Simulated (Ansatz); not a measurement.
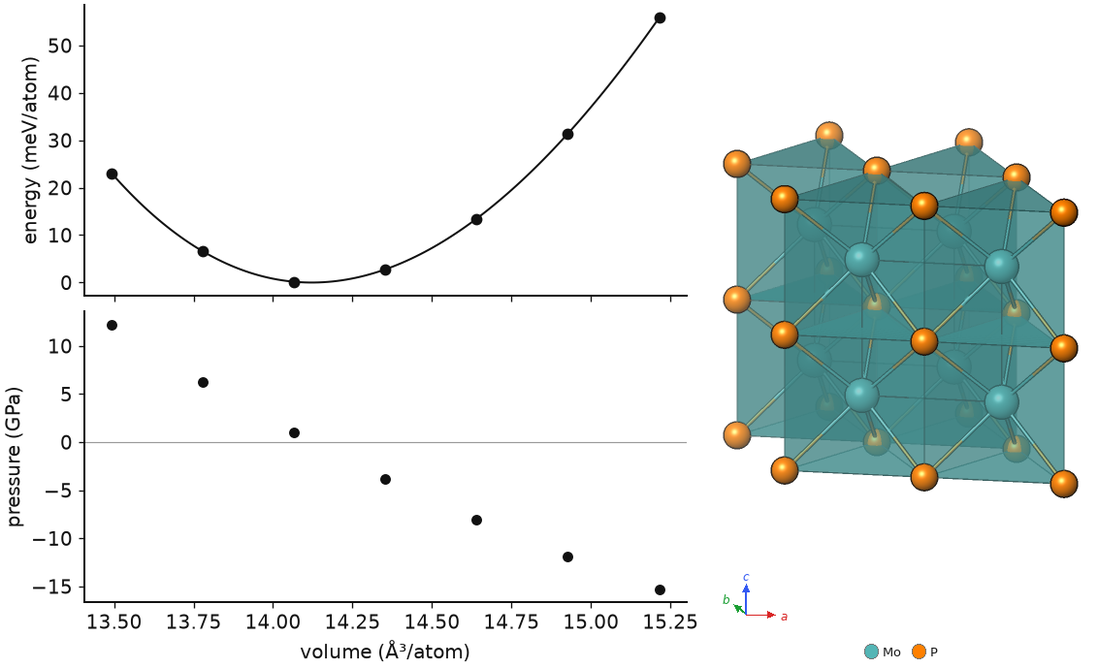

The plot gives the computed energy and pressure against volume for MoP, space group P-6m2 (No. 187). The conventional cell is drawn beside the plot.

Cell as given: a = 3.223 Å, b = 3.223 Å, c = 3.191 Å, α = 90.00°, β = 90.00°, γ = 120.00°; 2 atoms.

Computed with Ansatz 0.2.0: all-electron LAPW DFT, no spin polarisation; energies at scaled volumes of the given cell, shape and fractions fixed, counted from the fit's minimum, third-order Birch-Murnaghan fit. Level: PBEsol.

```tsv
setting	value
k mesh	10×10×8
occupations	Fermi–Dirac
smearing width	0.05 eV
potentials	all electron LAPW, scalar relativistic
program settings	basis error eV/atom 0.001
```

### Give the fitted equation-of-state parameters.

A third-order Birch–Murnaghan fit gives V0 = 14.12 Å³/atom, B0 = 242 GPa and B′ = 4.4.

### How does the pressure vary with volume?

It falls from 12.23 GPa at volume 13.49 Å³/atom to −15.30 GPa at 15.21 Å³/atom, and changes sign near 14.13 Å³/atom.

Note: shape and atomic fractions are frozen while scaling, which makes layered, chain and framework solids too stiff.
